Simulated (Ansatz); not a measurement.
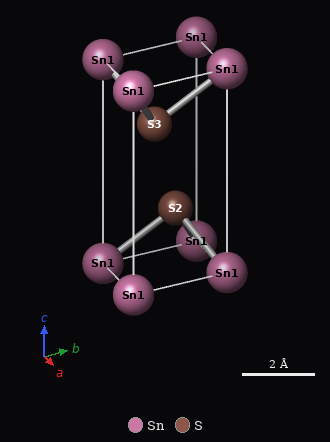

Figure 1. The input geometry (ball-and-stick view of the cell of the calculation, seen slightly off an axis; atoms are numbered from 1 in the order of the input). An atom can appear more than once, as a periodic image.

SnS₂: band-structure calculation

- system: SnS₂ (P-3m1, 3 atoms in the cell)
- method: DFT, r2SCAN, plane waves, PAW, no spin polarisation (Ansatz 0.2.0)

The structure was built on a prototype by a generator. The geometry comes from this level: r2scan-rvv10 (a point of a series of strains). It belongs to a series of runs on one base structure; here: hydrostatic strain -1.0%. Figures and captions count atoms from 1; the log counts them from 0 in places.

### What the program printed
```
scf.n_extra_bands = 4 over 13 filled bands (N_el = 26.0): the run solves 17 bands
Engine: ansatz 0.2.0, x86_64-unknown-linux-gnu
Pseudopotentials: kind: paw
Pseudopotential: Sn, paw, valence charge 14, recommended cutoff 500 eV (meta_gga), Sn.paw.azcp
Pseudopotential: S, paw, valence charge 6, recommended cutoff 500 eV (meta_gga), S.paw.azcp
Functional definition: r2SCAN
  parameter k0 = 0.174
  parameter k1 = 0.065
  parameter a1 = 4.9479
  exchange = r2scan_x(k0 = k0, k1 = k1, a1 = a1)
  correlation = r2scan_c
Crystal: 3 atoms, lattice volume = 67.136 Å³
Basis set: ecut = 500 eV, 1737 PW (Γ), exchange–correlation on 108×108×180 points (64 copies of the dense FFT grid, shifted against one another)
Bands: 17, of which v1, the nominal top of the filled ones, is band 13 counted from 1 (12 counted from 0)
Symmetry: 12 space group operations
Space group: P-3m1 (ITA 164), of the structure as read, at distance tolerance 4.1e-5 Å
k-points: 69 of 576
Non-local potential: Sn, projectors of the file, l = 0: 2, l = 1: 2, l = 2: 2, l = 3: 2
Non-local potential: S, projectors of the file, l = 0: 2, l = 1: 2, l = 2: 2
PAW form: soft (Blöchl's): semilocal exchange-correlation on the pseudo side does not see the compensation charge
PAW frozen core: Sn, regenerated for the run's functional (the file was generated under x = pbe(κ = 0.804, μ = 0.2195149727645171), c = pbe(β = 0.06672455060314922))
PAW frozen core: S, regenerated for the run's functional (the file was generated under x = pbe(κ = 0.804, μ = 0.2195149727645171), c = pbe(β = 0.06672455060314922))
PAW one-centre angular grid: Sn, 590 points (default); XC on 249 of its mesh's 2787 points in the sphere
PAW one-centre angular grid: S, 302 points (default); XC on 160 Gauss nodes
Initial density: superposition of atomic densities (neutral atoms: chi_scale 0, normalization atom), corrected by the library's trained network
Initial wavefunctions: pseudopotential atomic-orbital guess
Functional: x = r2scan, c = r2scan; τ floored in thin density (d = 2e-4 eV/Å³)
SCF iter   1: F=—  HF=-7851.682996 eV  |F-HF|=—  |Δ(HF+E_count)|=         —  Δρ=6.28e-3  dr2=1.67e-2  dr2_τ=1.83e-2  ethr=1.77e-3  ⟨swp⟩=5.0  Hψ=5534  notcnv=0  defer=128
preconditioner: auto → Resta (q_TF=auto, 2.329 Å⁻¹)  ε∞=2.9  [insulator: Δε(μ)=1.819 eV  Ē_g=16.985 eV  n_scr=22 (ndim 8)  ℏωp=23.1 eV  f_vac=0.022  ε∞_Penn≈2.9]
SCF iter   2: F=—  HF=-7851.713513 eV  |F-HF|=—  |Δ(HF+E_count)|=   3.05e-2  Δρ=3.49e-3  dr2=5.40e-3  dr2_τ=6.62e-5  ethr=6.42e-5  ⟨swp⟩=2.7  Hψ=2620  notcnv=0  defer=135
SCF iter   3: F=—  HF=-7851.713148 eV  |F-HF|=—  |Δ(HF+E_count)|=   3.64e-4  Δρ=5.46e-4  dr2=1.83e-4  dr2_τ=1.58e-5  ethr=2.08e-5  ⟨swp⟩=2.7  Hψ=1831  notcnv=0  defer=135
SCF iter   4: F=—  HF=-7851.713081 eV  |F-HF|=—  |Δ(HF+E_count)|=   6.75e-5  Δρ=1.23e-4  dr2=6.48e-6  dr2_τ=9.69e-7  ethr=7.04e-7  ⟨swp⟩=2.0  Hψ=2202  notcnv=0  defer=135
SCF iter   5: F=—  HF=-7851.713087 eV  |F-HF|=—  |Δ(HF+E_count)|=   6.19e-6  Δρ=3.92e-5  dr2=7.53e-7  dr2_τ=2.20e-8  ethr=2.49e-8  ⟨swp⟩=3.0  Hψ=2075  notcnv=0  defer=4
SCF iter   6: F=-7851.713088 eV  HF=-7851.713088 eV  |F-HF|=2.68e-8  |Δ(HF+E_count)|=   6.84e-7  Δρ=7.92e-6  dr2=6.80e-8  dr2_τ=2.99e-9  ethr=3.85e-10  ⟨swp⟩=11.9  Hψ=10366  notcnv=0
SCF 1 converged in 6 iterations: F = -7851.713088 eV  dr2 = 6.80e-8
  greatest PAW one-centre occupation: 0.993 electrons in one spin orbital (limit 2), on the Sn atom at site 0 (counted from 0), in its partial waves of l = 2
NSCF: frozen V_eff on 9 k-points
SCF converged after 6 iterations
Free energy (F): -7851.713088 eV
Harris-Foulkes:  -7851.713088 eV  (|F-HF|=2.68e-8)
Internal energy: -7851.713088 eV  (E = F + TS)
E sigma→0 (E₀):  -7851.713088 eV
Fermi energy:    6.391068 eV
--- Per-component energies (eV) ---
  E_band       = -131.923912
  E_kinetic    = 400.896160
  E_local      = -1585.870210  (includes V_loc(G=0)·N_el)
  E_nonlocal   = 26.293731
  E_hartree    = 843.764565
  E_xc         = -556.093985
  E_vxc        = -290.758117  (∫ρ·V_xc dr)
  E_paw        = -5385.537236  (= ΣΔE_a)
  E_vpaw       = -385.124752  (= ΣTr[D̂ρ^β])
  E_aug_tail   = 0.000002  (compensation charges beyond the density's cutoff)
  E_vtau       = 15.102992  (kinetic-family band-sum trace: ∫τ·v_τ [+ j·A + Jᵃ·Aᵃ] dr)
  E_ewald      = -1595.681901
  E_core_change = 0.515786  (= ΣΔE_core)
  E_smearing   = -0.000000  (= −TS)
  E_closure    = -0.000000  (closes the sum)
  Σ components = -7851.713088   (vs F -7851.713088, Δ=0.00e0)
--- Forces (eV/Å), atoms counted from 1 ---
  atom   1  Sn     0.00000000     0.00000000     0.00000000
  atom   2  S     -0.00000000     0.00000000    -0.04182317
  atom   3  S      0.00000000    -0.00000000     0.04182317
  max |Σ_I F_I| component: 1.85e-17 eV/Å
--- Stress (GPa, compression-positive) ---
        2.870909      -0.000000      -0.000000
       -0.000000       2.870909       0.000000
       -0.000000      -0.000000       1.472155
  P = ⅓ Tr σ = 2.4047 GPa (24.047 kbar)
--- Band table (eV; the first three rows and the last of 69) ---
  k-point 0: bands = ["-15.2465", "-15.2465", "-15.1873", "-15.1617", "-15.1617", "-8.0506", "-5.9248", "0.6534", "5.7740", "5.7740", "6.0689", "6.0689", "6.3717", "8.9421", "10.6515", "12.3596", "12.3596"]
  k-point 1: bands = ["-15.2465", "-15.2465", "-15.1872", "-15.1617", "-15.1617", "-7.9699", "-6.1072", "1.1473", "5.3750", "5.7224", "5.7224", "6.1441", "6.1441", "9.5983", "10.7007", "12.2243", "12.2243"]
  k-point 2: bands = ["-15.2465", "-15.2465", "-15.1871", "-15.1617", "-15.1617", "-7.8751", "-6.2971", "1.8260", "4.3804", "5.6850", "5.6850", "6.2056", "6.2056", "10.0658", "10.7471", "12.0975", "12.0975"]
  k-point 68: bands = ["-15.2749", "-15.2749", "-15.1636", "-15.1636", "-15.1306", "-5.4152", "-5.4152", "-0.8091", "2.2090", "2.2090", "2.6837", "6.0182", "6.0182", "9.8550", "12.2687", "12.2687", "14.0567"]
```

### File bands.tsv
```
# k_distance	band_0	band_1	band_2	band_3	band_4	band_5	band_6	band_7	band_8	band_9	band_10	band_11	band_12	band_13	band_14	band_15	band_16
# fermi_ev = 6.391068
# lock_threshold_ev = 1e-6
# [0, 0, 0] at k_distance = 0.000000
# [0.5, 0, 0] at k_distance = 1.000952
# [0.3333333333, 0.3333333333, 0] at k_distance = 1.578852
# [0, 0, 0.5] at k_distance = 2.851328
# [0.5, 0, 0.5] at k_distance = 3.852280
# [0.3333333333, 0.3333333333, 0.5] at k_distance = 4.430181
# [0, -0.5, 0.25] at k_distance = 6.530757
# [-0.083333, 0.161458, 0] at k_distance = 7.807940
# [0, 0.460937, 0.330729] at k_distance = 8.589759
# levels_relative_to = fermi_ev
# free_energy_ev = -7851.713088
# largest_residual_norms_ev = 1.769e-4 1.182e-3 1.091e-3 1.191e-3 1.116e-3 1.734e-3 1.835e-3 2.833e-3 2.064e-3 2.012e-3 2.118e-3 1.220e-3 1.901e-3 1.350e-3 1.014e-3 1.682e-3 1.337e-3
0.000000	-21.637607	-21.637607	-21.578393	-21.552749	-21.552749	-14.441668	-12.315826	-5.737651	-0.617111	-0.617111	-0.322159	-0.322159	-0.019381	2.551030	4.260479	5.968526	5.968526
1.000952	-21.731882	-21.597836	-21.595273	-21.518721	-21.516209	-12.435375	-11.705321	-6.958912	-4.526865	-2.814305	-2.604004	-1.032678	-0.279072	2.068066	5.027889	6.382824	6.659809
1.578852	-21.665788	-21.665788	-21.554678	-21.554678	-21.521859	-11.825458	-11.825458	-7.285413	-3.654660	-3.654660	-3.336822	-1.434653	-1.434653	2.387250	7.550316	7.550316	8.454730
2.851328	-21.637606	-21.637606	-21.578190	-21.552773	-21.552773	-14.266119	-12.688197	-4.565064	-2.010637	-0.706089	-0.706089	-0.185461	-0.185461	3.674689	4.356014	5.706419	5.706419
3.852280	-21.732232	-21.597897	-21.595395	-21.518725	-21.516011	-12.333392	-11.780016	-7.130161	-4.980564	-2.440774	-1.853397	-0.739040	-0.627692	1.846397	5.177581	5.997667	6.827093
4.430181	-21.666009	-21.666009	-21.554707	-21.554707	-21.521681	-11.806299	-11.806299	-7.200123	-4.182084	-4.182084	-3.707395	-0.372835	-0.372835	3.463946	5.877655	5.877655	7.665607
6.530757	-21.732057	-21.597867	-21.595334	-21.518723	-21.516111	-12.387957	-11.738964	-7.049428	-4.770266	-2.527873	-2.409277	-0.733218	-0.450699	1.827142	5.088167	6.699427	7.027703
7.807940	-21.651087	-21.626527	-21.568876	-21.561344	-21.551708	-14.211497	-12.151688	-5.666140	-2.000990	-1.701565	-0.547720	-0.409956	0.000064	3.367517	5.199260	5.619009	6.433728
8.589759	-21.730613	-21.597956	-21.594863	-21.519774	-21.516992	-12.429101	-11.744773	-7.064183	-4.781822	-2.464958	-2.120928	-0.774559	-0.535683	1.756312	5.203952	6.604708	6.908731
```

### File v_z.tsv
```
# z_ang	v_es[eV]	v_tot[eV]
# format = ansatz-planar-average/11
# xc	r2scan
# density_cutoff_ev	2000
# datasets	Sn=:simpson_from_first_knot:soft:shift=0	S=:simpson_from_first_knot:soft:shift=0
# lattice	3.624147258	-0.000000000	0.000000000
# lattice	-1.812073629	3.138603593	0.000000000
# lattice	0.000000000	0.000000000	5.902163048
# sites	3
# site	50	0.000000000	0.000000000	0.000000000
# site	16	0.000000000	2.092402395	1.474533950
# site	16	1.812073629	1.046201198	4.427629098
0.000000	5.435316e0	-8.458142e0
0.131159	5.127167e0	-8.683919e0
0.262318	4.332796e0	-9.198551e0
0.393478	3.364831e0	-9.682727e0
0.524637	2.568683e0	-9.939644e0
0.655796	2.063202e0	-1.007455e1
0.786955	1.743215e0	-1.018878e1
0.918114	1.533846e0	-1.038845e1
1.049273	1.425062e0	-1.050442e1
1.180433	1.421084e0	-1.045703e1
1.311592	1.575019e0	-1.029097e1
1.442751	1.891072e0	-9.794717e0
1.573910	2.357357e0	-9.008361e0
1.705069	3.044349e0	-7.834634e0
1.836229	4.095730e0	-6.227977e0
1.967388	5.639722e0	-4.082724e0
2.098547	7.540592e0	-1.469824e0
2.229706	9.363458e0	1.107775e0
2.360865	1.071573e1	3.228649e0
2.492024	1.156214e1	4.785997e0
2.623184	1.208599e1	5.948804e0
2.754343	1.239439e1	6.798350e0
2.885502	1.253640e1	7.397987e0
3.016661	1.253640e1	7.397987e0
3.147820	1.239439e1	6.798350e0
3.278979	1.208599e1	5.948804e0
3.410139	1.156214e1	4.785997e0
3.541298	1.071573e1	3.228649e0
3.672457	9.363458e0	1.107775e0
3.803616	7.540592e0	-1.469824e0
3.934775	5.639722e0	-4.082724e0
4.065935	4.095730e0	-6.227977e0
4.197094	3.044349e0	-7.834634e0
4.328253	2.357357e0	-9.008361e0
4.459412	1.891072e0	-9.794717e0
4.590571	1.575019e0	-1.029097e1
4.721730	1.421084e0	-1.045703e1
4.852890	1.425062e0	-1.050442e1
4.984049	1.533846e0	-1.038845e1
5.115208	1.743215e0	-1.018878e1
5.246367	2.063202e0	-1.007455e1
5.377526	2.568683e0	-9.939644e0
5.508686	3.364831e0	-9.682727e0
5.639845	4.332796e0	-9.198551e0
5.771004	5.127167e0	-8.683919e0
```

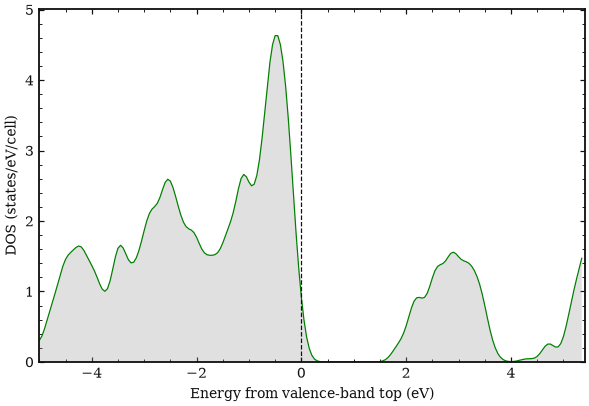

Figure 2. Density of states (the curve is built from the levels of the k mesh with Gaussians 0.3 eV wide, which also blur the band edges), with energies from the valence-band top. There is a gap of 1.83 eV on the k-point mesh. Small ripples come from the finite k-point mesh.

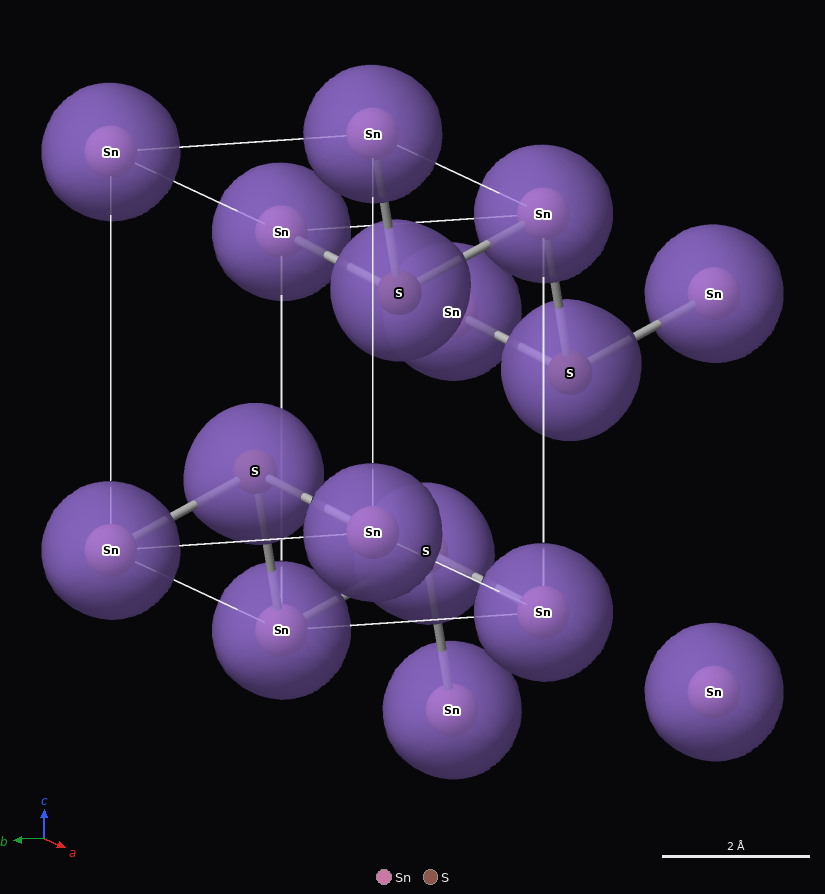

Figure 3. Isosurface of the valence charge density (pseudo) at 0.6 e/Å³ (purple), seen at an oblique angle. Sticks mark near contacts. The outline is the cell set on symmetry axes. At this value the density breaks into separate islands; it holds about 60 % of the electrons treated as valence (semicore included). It is pinched off along the Sn–S (2.56 Å) contacts. On the grid the lowest density along these lines, outside the cores, is 0.45 e/Å³ (Sn–S, 2.56 Å). The fields are those of the smooth PAW valence density.

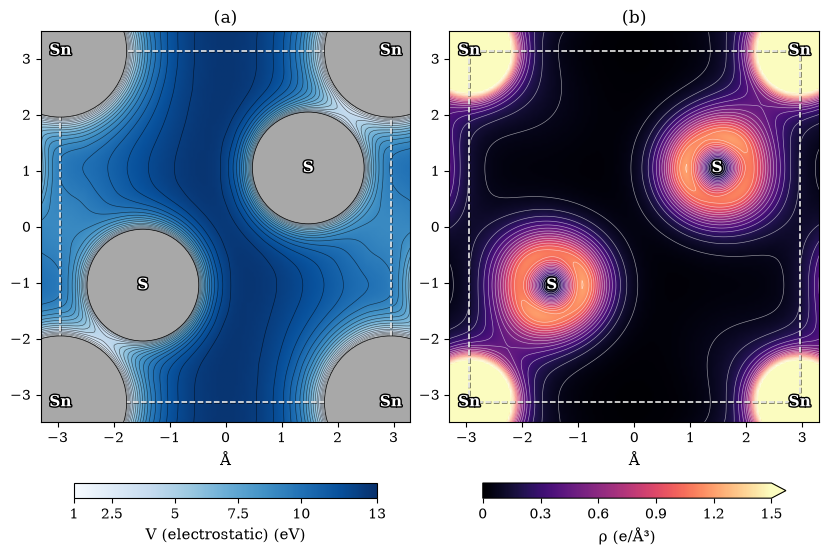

Figure 4. (a) electrostatic potential (local pseudopotential plus Hartree) felt by an electron; (b) valence electron density on the (110) plane of the conventional cell. Grey discs, where drawn, cover atomic cores. Sn–S (2.56 Å): the density is about 0.46 e/Å³ at the midpoint. Away from the nuclei the density in this plane falls to 0.009 e/Å³ at its lowest. Outside the cores the potential energy rises away from the atoms and is highest about 2.1 Å from the nearest atoms; outside the discs it spans about 12 eV, and its zero is arbitrary.

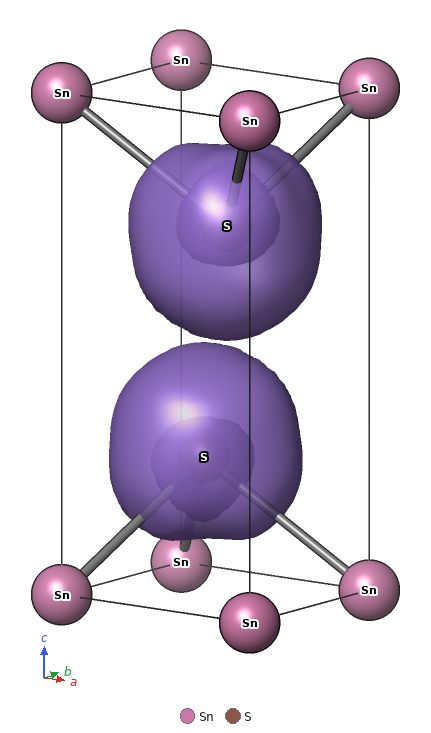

Figure 5. Isosurface of the ELF at 0.75 (purple), seen slightly off an axis. Core shells and regions of very low density are left out. Sticks mark near contacts. The outline is the cell set on symmetry axes. Profiles from the grid: Sn–S (2.56 Å): the ELF is about 0.60 at the midpoint.

The run was set up as follows.

### Input
```yaml
crystal:
  lattice:
    - [3.6241472585, 0.0, 0.0]
    - [-1.8120736292, 3.1386035929, 0.0]
    - [0.0, 0.0, 5.9021630483]
  atoms:
    - { symbol: Sn, position: [0.0, 0.0, 0.0] }
    - { symbol: S, position: [0.3333333333, 0.6666666667, 0.2498294164] }
    - { symbol: S, position: [0.6666666667, 0.3333333333, 0.7501705836] }
kpoints:
  mp_grid: { grid: [12, 12, 4] }
  band_path:
    path:
      - [0.0, 0.0, 0.0]
      - [0.5, 0.0, 0.0]
      - [0.3333333333, 0.3333333333, 0.0]
      - [0.0, 0.0, 0.5]
      - [0.5, 0.0, 0.5]
      - [0.3333333333, 0.3333333333, 0.5]
      - [0.0, -0.5, 0.25]
      - [-0.083333, 0.161458, 0.0]
      - [0.0, 0.460937, 0.330729]
    npoints: 1
hamiltonian:
  xc: r2scan
scf:
  occupations: { method: fixed }
  n_extra_bands: 4
output:
  forces: true
  stress: true
  eigenvalues: true
  write_density: true
  write_potential: true
  elf: true
  volumetric_format: npy
```

Run as:
```bash
ansatz run input.yaml --threads 2 --pin off --max-ram 18432MiB --backend cpu --events-out ev --progress --plain --runs-dir out
```

### Summary

```tsv
quantity	value
outcome	converged
space group (tolerance 0.01 Å)	P-3m1 (164)
electrons treated	26
free energy	−7851.7131 eV
Fermi energy	6.391 eV
gap on the k-point mesh	1.83 eV
pressure	2.40 GPa
largest force (length of the vector)	0.042 eV/Å
hardware	2 threads of AMD EPYC (Zen 3), 264 GiB of memory available, shared host
wall time	4.3 s (CPU time 8.3 s)
peak memory	0.67 GiB
```
